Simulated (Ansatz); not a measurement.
**Ta₂N: geometry relaxation**

- system: Ta₂N (P-31m, 9 atoms in the cell)
- method: DFT LDA, scalar-relativistic, plane waves, PAW, no spin polarisation (Ansatz 0.2.0)

The structure derives from a Materials Project entry. It belongs to a series of runs on one base structure; here: relaxed under LDA.

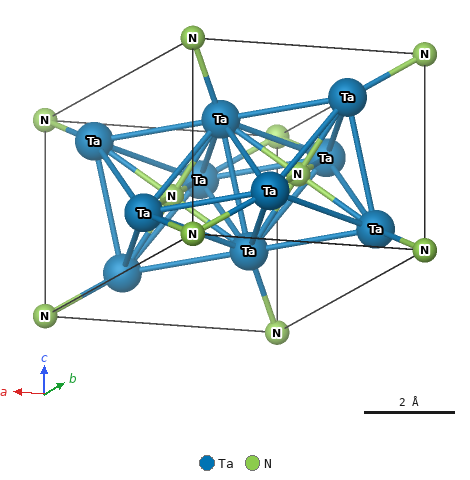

**Figure 1.** The structure as given in the input (ball-and-stick view of the cell of the calculation, seen at an oblique angle). An atom can appear more than once, as a periodic image. Near neighbours in the periodic cell (some may lie outside the picture): Ta has 3 N at 2.12 to 2.14 Å and 12 Ta at 2.98 to 3.02 Å; N has 6 Ta at 2.12 to 2.14 Å.

The input:
```yaml
crystal:
  lattice:
    - [5.2289405949, 0.0, 0.0]
    - [-2.6144702974, 4.5283953901, 0.0]
    - [0.0, 0.0, 4.8859305182]
  atoms:
    - { symbol: Ta, position: [0.6669978863, 0.6669978863, 0.7525760539] }
    - { symbol: Ta, position: [0.0, 0.3330021137, 0.7525760539] }
    - { symbol: Ta, position: [0.3330021137, 0.0, 0.7525760539] }
    - { symbol: Ta, position: [0.3330021137, 0.3330021137, 0.2474239461] }
    - { symbol: Ta, position: [0.0, 0.6669978863, 0.2474239461] }
    - { symbol: Ta, position: [0.6669978863, 0.0, 0.2474239461] }
    - { symbol: "N", position: [0.6666666667, 0.3333333333, 0.5] }
    - { symbol: "N", position: [0.3333333333, 0.6666666667, 0.5] }
    - { symbol: "N", position: [0.0, 0.0, 0.0] }
basis:
  ecutwfc: 420
kpoints:
  mp_grid: { grid: [12, 12, 8] }
hamiltonian:
  xc: lda
scf:
  occupations: { method: fermi_dirac, width: 0.15 }
output:
  forces: true
  stress: true
  eigenvalues: true
  write_density: true
  write_potential: true
  elf: true
  volumetric_format: npy
relax:
  adjacent_minimum: "off"
  f_tol: 0.001
  max_steps: 60
  cell: { stress_tol: 0.01 }
```

Machine: 2 threads of Oxide Virtual Turin-like (Zen 5), 32 GiB of memory available, shared host.

Run as:
```bash
ansatz run input.yaml --threads 2 --pin off --max-ram 6144MiB --backend cpu --events-out ev --progress --plain --runs-dir out
```

What the program printed:
```
band count auto-derived: 57 (N_el = 93.0; filled up to band 47; 56 by the electrons, moments and atoms)
Engine: ansatz 0.2.0, x86_64-unknown-linux-gnu
Pseudopotentials: kind: paw
Pseudopotential: Ta, paw, valence charge 13, recommended cutoff 420 eV (normal), Ta.paw.azcp
Pseudopotential: N, paw, valence charge 5, recommended cutoff 420 eV (normal), N.paw.azcp
Functional definition: SPW92
  exchange = slater_x
  correlation = pw_c
Crystal: 9 atoms, lattice volume = 115.693 Å³
Basis set: ecut = 420 eV, 2255 PW (Γ)
Bands: 57, of which v1, the nominal top of the filled ones, is band 47 counted from 1 (46 counted from 0)
Symmetry: 12 space group operations
Space group: P-31m (ITA 162), of the structure as read, at distance tolerance 4.9e-5 Å
k-points: 131 of 1152
Non-local potential: Ta, projectors of the file, l = 0: 3, l = 1: 2, l = 2: 2, l = 3: 1
Non-local potential: N, projectors of the file, l = 0: 2, l = 1: 2, l = 2: 1
PAW form: soft (Blöchl's): semilocal exchange-correlation on the pseudo side does not see the compensation charge
PAW frozen core: Ta, regenerated for the run's functional, and the local potential with it (the file was generated under x = pbe(κ = 0.804, μ = 0.2195149727645171), c = pbe(β = 0.06672455060314922))
PAW frozen core: N, regenerated for the run's functional, and the local potential with it (the file was generated under x = pbe(κ = 0.804, μ = 0.2195149727645171), c = pbe(β = 0.06672455060314922))
PAW one-centre angular grid: Ta, 590 points (default); XC on 64 Gauss nodes
PAW one-centre angular grid: N, 110 points (default); XC on 64 Gauss nodes
Initial density: superposition of atomic densities (neutral atoms: chi_scale 0, normalization atom), corrected by the library's trained network
Initial wavefunctions: pseudopotential atomic-orbital guess
Functional: x = slater, c = lda
SCF iter   1: F=—  HF=-59227.271401 eV  |F-HF|=—  |Δ(HF+E_count)|=         —  Δρ=9.67e-3  dr2=1.03e-1  ethr=1.77e-3  ⟨swp⟩=5.9  Hψ=28764  notcnv=0
preconditioner: auto → Kerker (q_TF=auto, 2.631 Å⁻¹)  [metal: Δε(μ)=0.009 eV  Ē_g=8.194 eV  σ=0.150 eV  W_gap=0.01  n_scr=28 (ndim 8)  ℏωp=23.2 eV  f_vac=0.000  D(μ)=3.23/eV (n_scr^D=20)]
SCF iter   2: F=—  HF=-59227.252219 eV  |F-HF|=—  |Δ(HF+E_count)|=   1.92e-2  Δρ=5.07e-3  dr2=2.94e-2  ethr=1.11e-4  ⟨swp⟩=2.1  Hψ=10331  notcnv=0
SCF iter   3: F=—  HF=-59227.245936 eV  |F-HF|=—  |Δ(HF+E_count)|=   6.28e-3  Δρ=2.00e-3  dr2=5.76e-3  ethr=3.16e-5  ⟨swp⟩=2.0  Hψ=8675  notcnv=0
SCF iter   4: F=—  HF=-59227.244326 eV  |F-HF|=—  |Δ(HF+E_count)|=   1.61e-3  Δρ=3.79e-4  dr2=2.16e-4  ethr=6.19e-6  ⟨swp⟩=2.0  Hψ=10325  notcnv=0
SCF iter   5: F=—  HF=-59227.244277 eV  |F-HF|=—  |Δ(HF+E_count)|=   4.90e-5  Δρ=1.21e-4  dr2=1.47e-5  ethr=2.32e-7  ⟨swp⟩=2.0  Hψ=10470  notcnv=0
SCF iter   6: F=—  HF=-59227.244273 eV  |F-HF|=—  |Δ(HF+E_count)|=   3.89e-6  Δρ=3.56e-5  dr2=1.33e-6  ethr=1.58e-8  ⟨swp⟩=2.0  Hψ=10589  notcnv=0
SCF iter   7: F=-59227.244272 eV  HF=-59227.244272 eV  |F-HF|=3.37e-8  |Δ(HF+E_count)|=   3.42e-7  Δρ=7.16e-6  dr2=6.38e-8  ethr=1.08e-10  ⟨swp⟩=9.9  Hψ=52758  notcnv=0
SCF 1 converged in 7 iterations: F = -59227.244272 eV  dr2 = 6.38e-8
  greatest PAW one-centre occupation: 1.000 electrons in one spin orbital (limit 2), on the Ta atom at site 5 (counted from 0), in its partial waves of l = 0
relax step   1: F+E_penalty+E_count = -59227.24427235 eV  Δ(F+E_penalty+E_count) = +0.000e0 eV  max|allowed force component| = 5.441e-4 eV/Å  Δτ_max = 0.0000 Å  P = +0.002 GPa  Ω = 115.693 Å³  (7 SCF iters, dr2 threshold 1.00e-7 eV, accepted)
Initial density: handed on by an earlier stage of this run
Initial wavefunctions: pseudopotential atomic-orbital guess (no wavefunctions were taken with the density)
iter 1 solved again at ethr=3.83e-8 eV; its pass at ethr=3.10e-3 eV (dr2=3.56e-5 eV) is discarded
SCF iter   1: F=—  HF=-59227.244273 eV  |F-HF|=—  |Δ(HF+E_count)|=         —  Δρ=7.10e-6  dr2=6.34e-8  ethr=3.83e-8  ⟨swp⟩=4.1  Hψ=51439  notcnv=0
preconditioner: auto → Kerker (q_TF=auto, 2.631 Å⁻¹)  [metal: Δε(μ)=0.015 eV  Ē_g=8.235 eV  σ=0.150 eV  W_gap=0.03  n_scr=28 (ndim 8)  ℏωp=23.2 eV  f_vac=0.000  D(μ)=3.22/eV (n_scr^D=20)]
SCF iter   2: F=—  HF=-59227.244272 eV  |F-HF|=—  |Δ(HF+E_count)|=   4.88e-7  Δρ=4.64e-6  dr2=3.01e-8  ethr=6.82e-11  ⟨swp⟩=2.2  Hψ=13365  notcnv=0
SCF iter   3: F=—  HF=-59227.244272 eV  |F-HF|=—  |Δ(HF+E_count)|=   9.78e-9  Δρ=1.35e-6  dr2=2.65e-9  ethr=3.24e-11  ⟨swp⟩=2.0  Hψ=10040  notcnv=0
SCF iter   4: F=—  HF=-59227.244272 eV  |F-HF|=—  |Δ(HF+E_count)|=  7.06e-10  Δρ=3.74e-7  dr2=1.30e-10  ethr=2.85e-12  ⟨swp⟩=2.0  Hψ=10356  notcnv=0
SCF iter   5: F=—  HF=-59227.244272 eV  |F-HF|=—  |Δ(HF+E_count)|=  2.18e-11  Δρ=1.03e-7  dr2=1.04e-11  ethr=1.00e-12  ⟨swp⟩=1.0  Hψ=7467  notcnv=0
SCF iter   6: F=-59227.244272 eV  HF=-59227.244272 eV  |F-HF|=0.00e0  |Δ(HF+E_count)|=    0.00e0  Δρ=2.35e-8  dr2=6.07e-13  ethr=1.00e-12  ⟨swp⟩=7.7  Hψ=32036  notcnv=0
SCF 2 converged in 6 iterations: F = -59227.244272 eV  dr2 = 6.07e-13
relax step   2: F+E_penalty+E_count = -59227.24427236 eV  Δ(F+E_penalty+E_count) = -1.217e-8 eV  max|allowed force component| = 5.402e-4 eV/Å  Δτ_max = 0.0000 Å  P = +0.002 GPa  Ω = 115.693 Å³  stress off target by 3.56e-3 GPa  SCF on the basis re-selected at this cell (its energy is not comparable with the rows above)  (6 SCF iters)
```

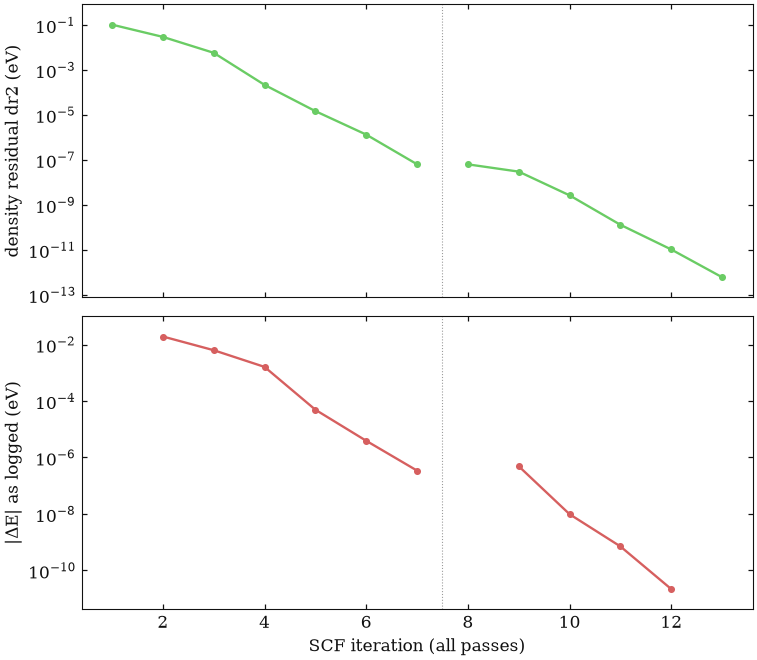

**Figure 2.** Convergence of the self-consistent field: density residual dr2 and size of the energy change against the SCF iteration. The dotted lines part the SCF passes of the relaxation: geometry steps, rejected trials and re-solves on a re-selected basis. The passes take 7 and 6 iterations.

```
basis re-selected at this cell: Δ(F+E_penalty+E_count) = -1.217e-8 eV, ΔP = +0.000 GPa vs the last step (what re-selecting the basis moved, of the pressure what is left beyond the Pulay correction that the steps carried, after the strain that the cell walked since its last selection, with what the two solves' SCF thresholds leave and, on support functions, any second-order correction that the steps lacked; it is no measure of the basis error at this ecutwfc). This SCF's stress stands 3.56e-3 GPa from its target on what of the cell is left free (relax.cell.stress_tol is 1.00e-2 GPa) and its largest allowed force component is 5.40e-4 eV/Å (relax.f_tol is 1.00e-3 eV/Å): within both
SCF converged after 6 iterations
Free energy (F): -59227.244272 eV
Harris-Foulkes:  -59227.244272 eV  (|F-HF|=0.00e0)
Internal energy: -59227.001954 eV  (E = F + TS)
E sigma→0 (E₀):  -59227.123113 eV
Entropy (-TS):   -0.242318 eV (-26.924 meV/atom)
Fermi energy:    20.280031 eV
--- Per-component energies (eV) ---
  E_band       = -459.398228
  E_kinetic    = 2611.346175
  E_local      = -3551.570630  (includes V_loc(G=0)·N_el)
  E_nonlocal   = 263.431389
  E_hartree    = 1227.290383
  E_xc         = -1488.124558
  E_vxc        = -1463.545175  (∫ρ·V_xc dr)
  E_paw        = -49251.188576  (= ΣΔE_a)
  E_vpaw       = -773.642045  (= ΣTr[D̂ρ^β])
  E_aug_tail   = 0.001300  (compensation charges beyond the density's cutoff)
  E_ewald      = -9039.980987
  E_core_change = 1.793549  (= ΣΔE_core)
  E_smearing   = -0.242318  (= −TS)
  E_closure    = 0.000000  (closes the sum)
  Σ components = -59227.244272   (vs F -59227.244272, Δ=0.00e0)
--- Forces (eV/Å), atoms counted from 1 ---
  atom   1  Ta     0.00018772     0.00032514     0.00054015
  atom   2  Ta     0.00018772    -0.00032514     0.00054015
  atom   3  Ta    -0.00037544     0.00000000     0.00054015
  atom   4  Ta    -0.00018772    -0.00032514    -0.00054015
  atom   5  Ta    -0.00018772     0.00032514    -0.00054015
  atom   6  Ta     0.00037544    -0.00000000    -0.00054015
  atom   7  N     -0.00000000     0.00000000     0.00000000
  atom   8  N      0.00000000    -0.00000000     0.00000000
  atom   9  N      0.00000000    -0.00000000     0.00000000
  max |Σ_I F_I| component: 5.15e-18 eV/Å
--- Stress (GPa, compression-positive) ---
        0.001230       0.000000      -0.000000
        0.000000       0.001230       0.000000
       -0.000000       0.000000       0.003562
  P = ⅓ Tr σ = 0.0020 GPa (0.020 kbar)
--- Band table (eV; the first three rows and the last of 131) ---
  k-point 0: bands = ["-47.9658", "-47.8772", "-47.8604", "-47.8604", "-47.8598", "-47.8598", "-15.3836", "-14.9503", "-14.7585", "-14.7585", "-14.7436", "-14.7436", "-14.7044", "-14.6018", "-14.5642", "-14.4563", "-14.4563", "-14.4404", "-14.4404", "-14.1446", "-14.1446", "-14.0304", "-14.0304", "-13.9869", "2.4943", "4.0250", "4.7297", "11.5273", "12.9588", "12.9588", "13.1977", "13.1977", "13.8922", "13.8922", "13.9979", "14.2498", "14.3257", "17.0743", "17.6000", "17.6000", "18.2792", "18.2792", "18.7427", "19.4085", "19.8086", "19.8086", "19.9174", "20.1570", "20.1570", "21.0149", "21.0149", "22.1018", "22.1018", "23.3134", "23.5212", "23.9671", "23.9671"]
  k-point 1: bands = ["-47.9624", "-47.8806", "-47.8607", "-47.8607", "-47.8595", "-47.8595", "-15.3492", "-14.9368", "-14.8643", "-14.8643", "-14.6870", "-14.6705", "-14.6705", "-14.6235", "-14.5788", "-14.5057", "-14.5057", "-14.3623", "-14.3623", "-14.1360", "-14.1360", "-14.0308", "-14.0308", "-14.0256", "2.5800", "4.0327", "4.6461", "11.5839", "12.4871", "12.4871", "13.5685", "13.5685", "13.8344", "13.9693", "13.9693", "13.9771", "14.8404", "17.1622", "17.6833", "17.6833", "18.2709", "18.2709", "18.6713", "19.2936", "19.5540", "19.5540", "19.8918", "20.3827", "20.3827", "21.2487", "21.2487", "22.0241", "22.0241", "22.8846", "23.5734", "23.8790", "23.8790"]
  k-point 2: bands = ["-47.9529", "-47.8902", "-47.8611", "-47.8611", "-47.8592", "-47.8592", "-15.2521", "-14.9638", "-14.9638", "-14.8984", "-14.6960", "-14.6941", "-14.6941", "-14.6270", "-14.6200", "-14.4636", "-14.4636", "-14.2936", "-14.2936", "-14.1306", "-14.1158", "-14.1158", "-14.0288", "-14.0288", "2.8224", "4.0512", "4.4086", "11.7400", "12.0105", "12.0105", "13.4453", "13.5793", "13.5793", "13.9276", "14.3811", "14.3811", "15.5311", "17.3988", "17.8496", "17.8496", "18.3073", "18.3073", "18.5145", "18.9864", "19.2221", "19.2221", "19.6669", "20.7078", "20.7078", "21.7427", "21.7427", "21.9862", "21.9862", "22.1039", "23.4366", "23.4366", "23.7530"]
  k-point 130: bands = ["-47.9043", "-47.9043", "-47.9043", "-47.8577", "-47.8567", "-47.8567", "-15.0950", "-15.0950", "-15.0169", "-14.7848", "-14.6834", "-14.6834", "-14.6610", "-14.6610", "-14.6335", "-14.4141", "-14.3465", "-14.3465", "-14.2934", "-14.2934", "-14.2004", "-14.0836", "-14.0307", "-14.0307", "3.7510", "3.7510", "3.8034", "11.7080", "11.9504", "11.9504", "13.4892", "13.4892", "14.0507", "14.2077", "14.4651", "14.4651", "16.0410", "16.4187", "16.4187", "16.7966", "17.3686", "17.3686", "18.4446", "18.4446", "18.8198", "20.3643", "20.3643", "21.0471", "22.0463", "22.4913", "22.4913", "22.9409", "22.9409", "23.0198", "23.8311", "23.8311", "23.9152"]
--- Relaxed structure (1 steps of the walk, 1 accepted, 1 SCFs on fresh bases) ---
  F+E_penalty+E_count = -59227.24427236 eV   max|allowed force component| = 5.402e-4 eV/Å   (the final SCF, on the basis selected at the relaxed cell)
  cell:  # Å, volume = 115.6925 Å³
    - [5.228940594921296, -2.8867593243990528e-11, 0.0]
    - [-2.614470297435648, 4.528395390095992, 0.0]
    - [0.0, 0.0, 4.8859305182]
  atoms:
    - { symbol: Ta, position: [0.6669978862999999, 0.6669978862999999, 0.7525760538999999] }
    - { symbol: Ta, position: [0.0, 0.33300211369999994, 0.7525760538999999] }
    - { symbol: Ta, position: [0.33300211369999994, 0.0, 0.7525760538999999] }
    - { symbol: Ta, position: [0.3330021137, 0.3330021137, 0.24742394609999996] }
    - { symbol: Ta, position: [0.0, 0.6669978863, 0.24742394609999996] }
    - { symbol: Ta, position: [0.6669978863, 0.0, 0.24742394609999996] }
    - { symbol: N, position: [0.6666666666666667, 0.3333333333333333, 0.49999999999999994] }
    - { symbol: N, position: [0.33333333333333326, 0.6666666666666667, 0.49999999999999994] }
    - { symbol: N, position: [0.0, 0.0, 0.0] }
```

Trajectory as extended XYZ (Å, eV, eV/Å), 2 frames, from step=1 to step=2:
```
9
Lattice="5.2289 0.0000 0.0000 -2.6145 4.5284 0.0000 0.0000 0.0000 4.8859" Properties=species:S:1:pos:R:3:forces:R:3 step=1 energy=-59227.24427 pressure_GPa=0.00
Ta    1.7438    3.0204    3.6770    0.0002   0.0003   0.0005
Ta   -0.8706    1.5080    3.6770    0.0002  -0.0003   0.0005
Ta    1.7412    0.0000    3.6770   -0.0004   0.0000   0.0005
Ta    0.8706    1.5080    1.2089   -0.0002  -0.0003  -0.0005
Ta   -1.7438    3.0204    1.2089   -0.0002   0.0003  -0.0005
Ta    3.4877    0.0000    1.2089    0.0004   0.0000  -0.0005
N     2.6145    1.5095    2.4430    0.0000   0.0000   0.0000
N     0.0000    3.0189    2.4430    0.0000   0.0000   0.0000
N     0.0000    0.0000    0.0000    0.0000   0.0000   0.0000
9
Lattice="5.2289 0.0000 0.0000 -2.6145 4.5284 0.0000 0.0000 0.0000 4.8859" Properties=species:S:1:pos:R:3:forces:R:3 step=2 energy=-59227.24427 pressure_GPa=0.00
Ta    1.7438    3.0204    3.6770    0.0002   0.0003   0.0005
Ta   -0.8706    1.5080    3.6770    0.0002  -0.0003   0.0005
Ta    1.7412    0.0000    3.6770   -0.0004   0.0000   0.0005
Ta    0.8706    1.5080    1.2089   -0.0002  -0.0003  -0.0005
Ta   -1.7438    3.0204    1.2089   -0.0002   0.0003  -0.0005
Ta    3.4877    0.0000    1.2089    0.0004   0.0000  -0.0005
N     2.6145    1.5095    2.4430    0.0000   0.0000   0.0000
N     0.0000    3.0189    2.4430    0.0000   0.0000   0.0000
N     0.0000    0.0000    0.0000    0.0000   0.0000   0.0000
```

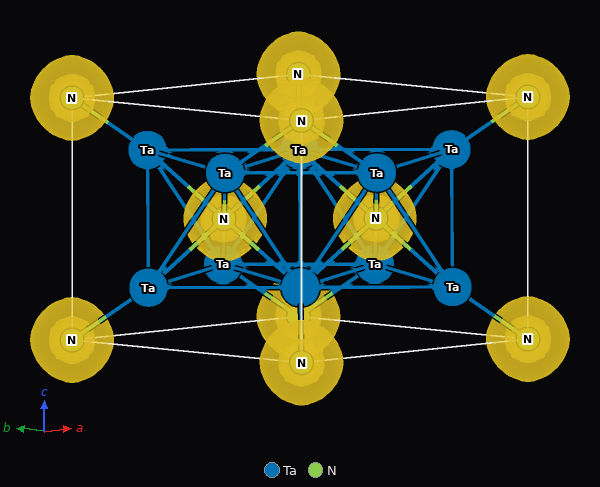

**Figure 3.** Isosurface of the ELF at 0.7 (yellow), seen at an oblique angle. Only the valence region is drawn (cores and ρ < 0.01 e/Å³ removed). Sticks mark near contacts. The outline is the cell set on symmetry axes. Along the contacts the grid gives the following. Ta–N (2.12 Å): the ELF peaks at about 0.80 in the valence shell of N, 0.6 Å from its nucleus, and drops to about 0.20 between the two atoms (no shared pair; the contact is polar). Ta–Ta (2.98 Å): the ELF is about 0.25 at the midpoint (no shared electron pair). In a PAW calculation such maps are meaningful between the atoms, not at the nuclei.

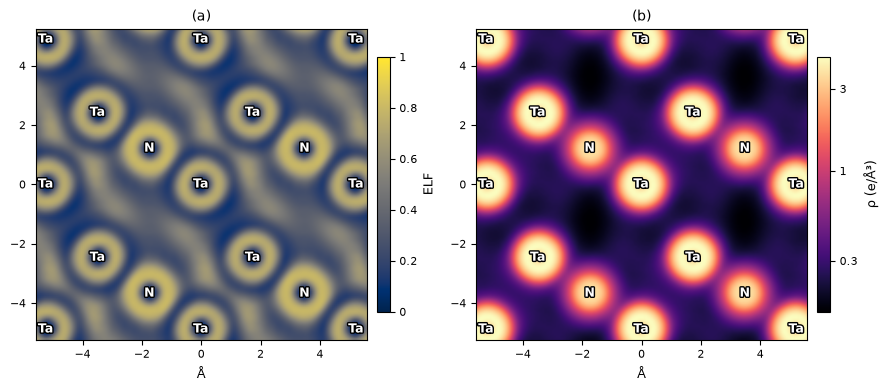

**Figure 4.** (a) ELF; (b) valence charge density (pseudo) on the (100) plane of the conventional cell. Ta–N (2.12 Å): ρ at the midpoint is about 0.67 e/Å³; the ELF peaks at about 0.80 in the valence shell of N, 0.6 Å from its nucleus, and drops to about 0.20 between the two atoms; no shared pair; the contact is polar. Ta–Ta (2.98 Å): ρ is about 0.29 e/Å³ halfway; the ELF is about 0.40 at the midpoint; no localised pair between them. Ta–Ta (3.02 Å): the density is about 0.24 e/Å³ at the midpoint; the ELF is about 0.15 at the midpoint (no localised pair between them). Away from the nuclei the density in this plane falls to 0.15 e/Å³ at its lowest. The strong features right at Ta lie inside the PAW spheres (semicore, d or f shells) and say nothing about bonding.

Key numbers:

```tsv
quantity	value
outcome	converged
space group (tolerance 0.01 Å)	P-31m (162)
electrons treated	93
free energy	−59227.2443 eV
Fermi energy	20.280 eV
gap on the k-point mesh	none (metallic)
pressure	0.00 GPa
final volume	115.69 Å³
largest force (length of the vector) at the end	0.001 eV/Å
final cell	a = 5.229 Å, b = 5.229 Å, c = 4.886 Å, α = 90.00°, β = 90.00°, γ = 120.00°
wall time	25 s (CPU time 48 s)
peak memory	0.88 GiB
```

Notes:

Results for this metal are sensitive to the k-point mesh. Spin–orbit coupling is left out, which matters for Ta. The cell holds an odd number of electrons but the run has no spin polarisation, so a band is left half filled.
